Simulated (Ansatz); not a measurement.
Program: Ansatz.

```
crystal:
  lattice:
    - [4.272, 2.136, 2.136]
    - [2.136, 4.272, 2.136]
    - [2.136, 2.136, 4.272]
  atoms:
    - { symbol: Co, position: [0, 0, 0], spin: 2.7 }
    - { symbol: Co, position: [0.5, 0.5, 0.5], spin: -2.7 }
    - { symbol: O, position: [0.2601, 0.2433, 0.2567] }
    - { symbol: O, position: [0.7527, 0.759, 0.7534] }
kpoints:
  mp_grid: { grid: [3, 3, 3], shift: [0, 0, 0] }
hamiltonian:
  xc: pbe
  pseudopotentials: { kind: nc }
  hubbard: { sites: [{ species: Co, l: d, u_eff: 4.0 }] }
magnetization:
  spin_polarized: true
scf:
  occupations: { method: fermi_dirac, width: 0.1 }
  convergence: { dm_fallback: { after: 60 } }
```

The run: CoO (P1, 4 atoms in the cell), by DFT, PBE+U, norm-conserving potentials, plane waves, scalar-relativistic (Ansatz development build ahead of 0.2.0); cutoff 1306.15 eV, 3×3×3 k-mesh, Fermi–Dirac smearing of 0.1 eV, collinear spins, U = 4 eV on Co d.

> Will this run converge, and how?

The run gave up at step 100 without converging. The residual is still falling at the last step (down to 3 × 10⁻⁷). The net moment goes from −0.16 to 0.00 μB per cell, with excursions between −0.44 and 0.60 on the way, though in an unconverged run this needn't be final.

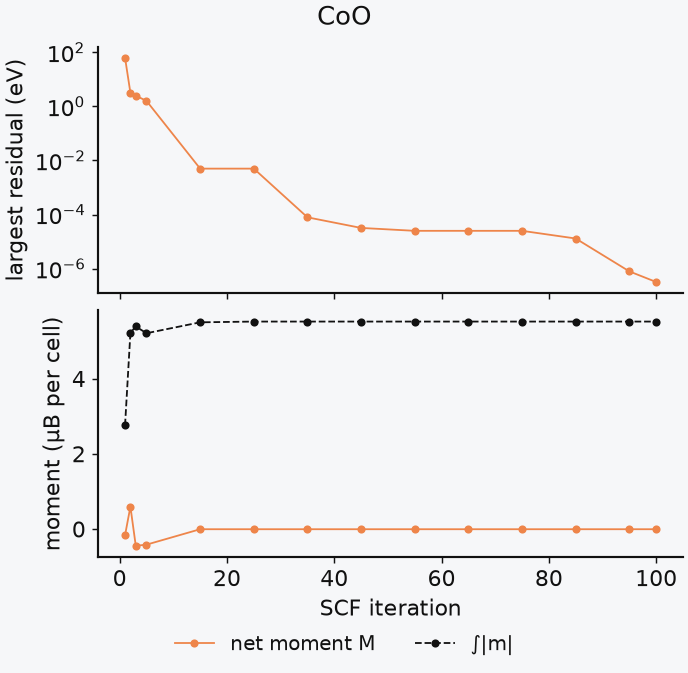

SCF iterations of a calculation: largest residual, magnetic moments. Only some iterations were kept.
